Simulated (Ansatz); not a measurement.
# SnO: a failed or faulty run and its cure

System: SnO (4 atoms in the cell).
Method of the first run: DFT, PBE, plane waves, PAW, no spin polarisation (Ansatz 0.2.0).

The structure was built on a prototype by a generator; it need not be a known phase. Some settings of this run were made unusual or wrong on purpose. Text and figures count atoms from 1; the logs count them from 0 in places.

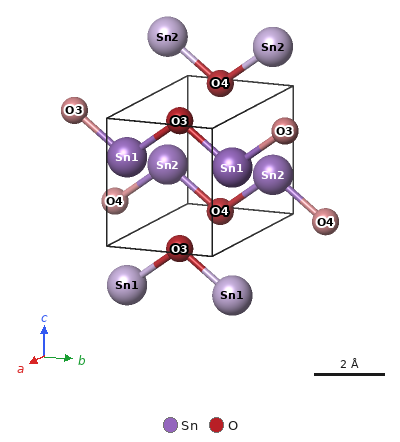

Fig. 1: The starting structure (ball-and-stick view of the cell of the calculation, seen at an oblique angle; neighbours outside the cell are drawn fainter; atoms are numbered from 1 in the order of the input). Near neighbours in the crystal (not all of them lie inside the picture): Sn has 2 O at 2.06 Å; O has 2 Sn at 2.06 Å.

Input, the first run:
```yaml
crystal:
  lattice:
    - [5.9049710564, 0.0, 0.0]
    - [0.0, 3.3060265861, 0.0]
    - [0.0, 0.0, 3.7859084703]
  atoms:
    - { symbol: Sn, position: [0.75, 0.0, 0.6118218523] }
    - { symbol: Sn, position: [0.25, 0.0, 0.3881781477] }
    - { symbol: O, position: [0.75, 0.5, 0.9379111623] }
    - { symbol: O, position: [0.25, 0.5, 0.0620888377] }
basis:
  ecutwfc: 420
  ecutrho_ratio: 2
kpoints:
  mp_grid: { grid: [8, 14, 12] }
hamiltonian:
  xc: pbe
scf:
  occupations: { method: gaussian, width: 0.1 }
  max_iter: 80
output:
  forces: true
  eigenvalues: true
  stress: true
relax:
  adjacent_minimum: "off"
  f_tol: 0.01
  max_steps: 80
  cell: { stress_tol: 0.05 }
```

Command:
```bash
ansatz run input.yaml --threads 1 --pin off --max-ram 2560MiB --backend cpu --events-out ev --progress --plain --runs-dir out
```

Hardware: 1 thread of Intel Xeon (Granite Rapids), 192 GiB of memory available, shared host.

Output, shortened to warnings, some set-up lines, iterations and results (the first run):
```
Warning: basis.ecutrho_ratio = 2 (ecutrho = 840 eV) is below the records' recommended 1680 eV
Basis set: ecut = 420 eV, 1441 PW (Γ), exchange–correlation on 72×40×48 points (8 copies of the dense FFT grid, shifted against one another)
Symmetry: 8 space group operations
k-points: 280 of 1344
Initial density: superposition of atomic densities (neutral atoms: chi_scale 0, normalization atom), corrected by the library's trained network
[...]
SCF iter   1: F=—  HF=-13181.785308 eV  |F-HF|=—  |Δ(HF+E_count)|=         —  Δρ=3.44e-3  dr2=1.26e-2  ethr=1.77e-3  ⟨swp⟩=6.1  Hψ=32297  notcnv=0
SCF iter   2: F=—  HF=-13181.783821 eV  |F-HF|=—  |Δ(HF+E_count)|=   1.49e-3  Δρ=1.61e-3  dr2=3.04e-3  ethr=3.14e-5  ⟨swp⟩=1.8  Hψ=10817  notcnv=0
SCF iter   3: F=—  HF=-13181.783652 eV  |F-HF|=—  |Δ(HF+E_count)|=   1.69e-4  Δρ=5.13e-4  dr2=4.15e-4  ethr=7.59e-6  ⟨swp⟩=2.3  Hψ=8566  notcnv=0
SCF iter   4: F=—  HF=-13181.783577 eV  |F-HF|=—  |Δ(HF+E_count)|=   7.49e-5  Δρ=1.56e-4  dr2=3.02e-5  ethr=1.04e-6  ⟨swp⟩=2.3  Hψ=10264  notcnv=0
SCF iter   5: F=—  HF=-13181.783479 eV  |F-HF|=—  |Δ(HF+E_count)|=   9.81e-5  Δρ=6.61e-5  dr2=4.28e-6  ethr=7.54e-8  ⟨swp⟩=2.7  Hψ=11522  notcnv=0
[... 85 lines ...]
SCF iter   5: F=—  HF=-13181.783961 eV  |F-HF|=—  |Δ(HF+E_count)|=   8.75e-9  Δρ=1.18e-6  dr2=1.35e-9  ethr=1.03e-11  ⟨swp⟩=2.0  Hψ=9506  notcnv=0
SCF iter   6: F=—  HF=-13181.783961 eV  |F-HF|=—  |Δ(HF+E_count)|=  5.33e-10  Δρ=3.51e-7  dr2=1.25e-10  ethr=3.38e-12  ⟨swp⟩=2.0  Hψ=8970  notcnv=0
SCF iter   7: F=-13181.783961 eV  HF=-13181.783961 eV  |F-HF|=3.64e-12  |Δ(HF+E_count)|=  7.46e-11  Δρ=1.06e-7  dr2=9.96e-12  ethr=1.00e-12  ⟨swp⟩=5.3  Hψ=26892  notcnv=0
SCF 11 converged in 7 iterations: F = -13181.783961 eV  dr2 = 9.96e-12
relax step  11: F+E_penalty+E_count = -13181.78396124 eV  Δ(F+E_penalty+E_count) = -6.866e-4 eV  max|allowed force component| = 8.728e-3 eV/Å  Δτ_max = 0.0000 Å  P = +0.016 …
basis re-selected at this cell: Δ(F+E_penalty+E_count) = -6.866e-4 eV, ΔP = +0.005 GPa vs the last step (what re-selecting the basis moved, of the pressure what is left beyond the Pulay correction that the steps carried, after the strain that the cell walked since its last selection, with what the …
SCF converged after 7 iterations
Free energy (F): -13181.783961 eV
Harris-Foulkes:  -13181.783961 eV  (|F-HF|=3.64e-12)
Internal energy: -13181.781277 eV  (E = F + TS)
E sigma→0 (E₀):  -13181.782619 eV
Entropy (-TS):   -0.002684 eV (-0.671 meV/atom)
Fermi energy:    7.750595 eV
--- Per-component energies (eV) ---
  E_band       = -238.647763
  E_kinetic    = 719.410247
  E_local      = -2651.355606  (includes V_loc(G=0)·N_el)
  E_nonlocal   = 32.899612
  E_hartree    = 1412.009845
  E_xc         = -909.829423
  E_vxc        = -376.740488  (∫ρ·V_xc dr)
  E_paw        = -8591.910671  (= ΣΔE_a)
  E_vpaw       = -786.919496  (= ΣTr[D̂ρ^β])
  E_aug_tail   = 0.038302  (compensation charges beyond the density's cutoff)
  E_ewald      = -3193.043583
  E_smearing   = -0.002684  (= −TS)
  E_closure    = 0.000000  (closes the sum)
  Σ components = -13181.783961   (vs F -13181.783961, Δ=0.00e0)
--- Forces (eV/Å), atoms counted from 1 ---
  atom   1  Sn     0.00000000     0.00000000    -0.00872772
  atom   2  Sn     0.00000000     0.00000000     0.00872772
  atom   3  O      0.00000000     0.00000000     0.00215705
  atom   4  O      0.00000000     0.00000000    -0.00215705
  max |Σ_I F_I| component: 0.00e0 eV/Å
--- Stress (GPa, compression-positive) ---
       -0.026002       0.000000       0.000000
        0.000000       0.033162       0.000000
        0.000000       0.000000       0.041284
  P = ⅓ Tr σ = 0.0161 GPa (0.161 kbar)
--- Relaxed structure (9 steps of the walk, 8 accepted, 2 SCFs on fresh bases) ---
  F+E_penalty+E_count = -13181.78396124 eV   max|allowed force component| = 8.728e-3 eV/Å   (the final SCF, on the basis selected at the relaxed cell)
  cell:  # Å, volume = 76.9168 Å³
    - [5.94718555063018, 0.0, 0.0]
    - [0.0, 3.3073774082595726, 0.0]
    - [0.0, 0.0, 3.910444953066816]
  atoms:
    - { symbol: Sn, position: [0.7500000000000001, 0.0, 0.615729838467864] }
    - { symbol: Sn, position: [0.25000000000000006, 0.0, 0.38427016153213583] }
[...]
```

Question: What went wrong, and how is the input to be mended?

Answer: This input holds a deliberate fault: a density cutoff under the waves' (`basis.ecutrho_ratio`). The density grid cannot represent the products of the waves. The run converged all the same; its numbers are those of the faulty input and shouldn't be used. The program warns: the cutoff is below the recommended one.

A run of the same system that converges differs from this input as follows (lines with − go, lines with + come):
```diff
-  ecutrho_ratio: 2
-  max_iter: 80
```

Output, shortened to warnings, some set-up lines, iterations and results (the second run):
```
Basis set: ecut = 420 eV, 1441 PW (Γ), exchange–correlation on 80×48×54 points (8 copies of the dense FFT grid, shifted against one another)
Symmetry: 8 space group operations
k-points: 280 of 1344
Initial density: superposition of atomic densities (neutral atoms: chi_scale 0, normalization atom), corrected by the library's trained network
[...]
SCF iter   1: F=—  HF=-13181.773080 eV  |F-HF|=—  |Δ(HF+E_count)|=         —  Δρ=3.56e-3  dr2=1.31e-2  ethr=1.77e-3  ⟨swp⟩=6.1  Hψ=32203  notcnv=0
SCF iter   2: F=—  HF=-13181.771636 eV  |F-HF|=—  |Δ(HF+E_count)|=   1.44e-3  Δρ=1.63e-3  dr2=3.09e-3  ethr=3.28e-5  ⟨swp⟩=1.7  Hψ=10734  notcnv=0
SCF iter   3: F=—  HF=-13181.771488 eV  |F-HF|=—  |Δ(HF+E_count)|=   1.47e-4  Δρ=5.20e-4  dr2=4.18e-4  ethr=7.73e-6  ⟨swp⟩=2.3  Hψ=8524  notcnv=0
SCF iter   4: F=—  HF=-13181.771413 eV  |F-HF|=—  |Δ(HF+E_count)|=   7.56e-5  Δρ=1.55e-4  dr2=2.95e-5  ethr=1.05e-6  ⟨swp⟩=2.3  Hψ=10230  notcnv=0
SCF iter   5: F=—  HF=-13181.771363 eV  |F-HF|=—  |Δ(HF+E_count)|=   4.98e-5  Δρ=6.62e-5  dr2=4.26e-6  ethr=7.37e-8  ⟨swp⟩=2.5  Hψ=12346  notcnv=0
[... 65 lines ...]
SCF iter   6: F=-13181.772776 eV  HF=-13181.772776 eV  |F-HF|=3.64e-12  |Δ(HF+E_count)|=  9.09e-12  Δρ=2.05e-8  dr2=5.26e-13  ethr=1.00e-12  ⟨swp⟩=1.0  Hψ=6720  notcnv=0
SCF iter   7: F=-13181.772776 eV  HF=-13181.772776 eV  |F-HF|=0.00e0  |Δ(HF+E_count)|=    0.00e0  Δρ=6.37e-9  dr2=4.16e-14  ethr=1.00e-12  ⟨swp⟩=1.0  Hψ=6720  notcnv=0
SCF iter   8: F=-13181.772776 eV  HF=-13181.772776 eV  |F-HF|=5.46e-12  |Δ(HF+E_count)|=  1.82e-12  Δρ=2.28e-9  dr2=5.05e-15  ethr=1.00e-12  ⟨swp⟩=2.6  Hψ=16922  notcnv=0
SCF 8 converged in 8 iterations: F = -13181.772776 eV  dr2 = 5.05e-15
relax step   8: F+E_penalty+E_count = -13181.77277631 eV  Δ(F+E_penalty+E_count) = -3.799e-4 eV  max|allowed force component| = 1.086e-3 eV/Å  Δτ_max = 0.0000 Å  P = +0.011 …
basis re-selected at this cell: Δ(F+E_penalty+E_count) = -3.799e-4 eV, ΔP = +0.008 GPa vs the last step (what re-selecting the basis moved, of the pressure what is left beyond the Pulay correction that the steps carried, after the strain that the cell walked since its last selection, with what the …
SCF converged after 8 iterations
Free energy (F): -13181.772776 eV
Harris-Foulkes:  -13181.772776 eV  (|F-HF|=5.46e-12)
Internal energy: -13181.770214 eV  (E = F + TS)
E sigma→0 (E₀):  -13181.771495 eV
Entropy (-TS):   -0.002562 eV (-0.640 meV/atom)
Fermi energy:    8.067804 eV
--- Per-component energies (eV) ---
  E_band       = -224.613298
  E_kinetic    = 719.796426
  E_local      = -2575.829303  (includes V_loc(G=0)·N_el)
  E_nonlocal   = 32.844383
  E_hartree    = 1381.273944
  E_xc         = -910.050241
  E_vxc        = -377.059450  (∫ρ·V_xc dr)
  E_paw        = -8591.907953  (= ΣΔE_a)
  E_vpaw       = -786.918005  (= ΣTr[D̂ρ^β])
  E_aug_tail   = 0.004764  (compensation charges beyond the density's cutoff)
  E_ewald      = -3237.902234
  E_smearing   = -0.002562  (= −TS)
  E_closure    = -0.000000  (closes the sum)
  Σ components = -13181.772776   (vs F -13181.772776, Δ=0.00e0)
--- Forces (eV/Å), atoms counted from 1 ---
  atom   1  Sn     0.00000000    -0.00000000     0.00058999
  atom   2  Sn    -0.00000000     0.00000000    -0.00058999
  atom   3  O     -0.00000000     0.00000000     0.00108603
  atom   4  O      0.00000000    -0.00000000    -0.00108603
  max |Σ_I F_I| component: 2.17e-19 eV/Å
--- Stress (GPa, compression-positive) ---
        0.012672       0.000000       0.000000
        0.000000       0.002695      -0.000000
        0.000000      -0.000000       0.018844
  P = ⅓ Tr σ = 0.0114 GPa (0.114 kbar)
--- Relaxed structure (6 steps of the walk, 5 accepted, 2 SCFs on fresh bases) ---
  F+E_penalty+E_count = -13181.77277631 eV   max|allowed force component| = 1.086e-3 eV/Å   (the final SCF, on the basis selected at the relaxed cell)
  cell:  # Å, volume = 74.8020 Å³
    - [5.936202323610092, 0.0, 0.0]
    - [0.0, 3.3029816354292647, 0.0]
    - [0.0, 0.0, 3.815031245332331]
  atoms:
    - { symbol: Sn, position: [0.7499999999999999, 0.0, 0.6137951322520109] }
    - { symbol: Sn, position: [0.24999999999999997, 0.0, 0.38620486774798896] }
[...]
```

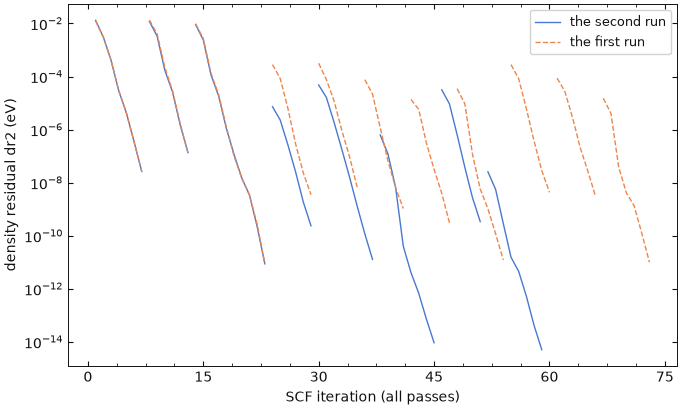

Fig. 2: Convergence of the two runs: density residual dr2 against the SCF iteration. A break in a curve parts two SCF passes. The second run takes 59 iterations in all, and the first run takes 73.

The two runs side by side:

```csv
quantity,the first run,the second run
outcome,converged,converged
free energy per atom (eV),−3295.4460,−3295.4432
"energy per atom, smearing taken to zero (eV)",−3295.4457,−3295.4429
gap on the mesh (eV),0.00,0.00
pressure (GPa),0.02,0.01
volume per atom (Å³),19.23,18.70
largest force (eV/Å),0.009,0.001
SCF iterations,73,59
irreducible k-points,280,280
wall time (shared host),3.8 min,2 min
```

The free energy of the second run is 2.8 meV per atom higher, which comes mainly from the change of cutoff or grids; a solver setting shouldn't move a converged energy. The volume per atom goes from 19.23 to 18.70 Å³. The SCF takes 59 iterations over all geometry steps against 73. On the same kind of shared host the second run took about 0.52 times as long.
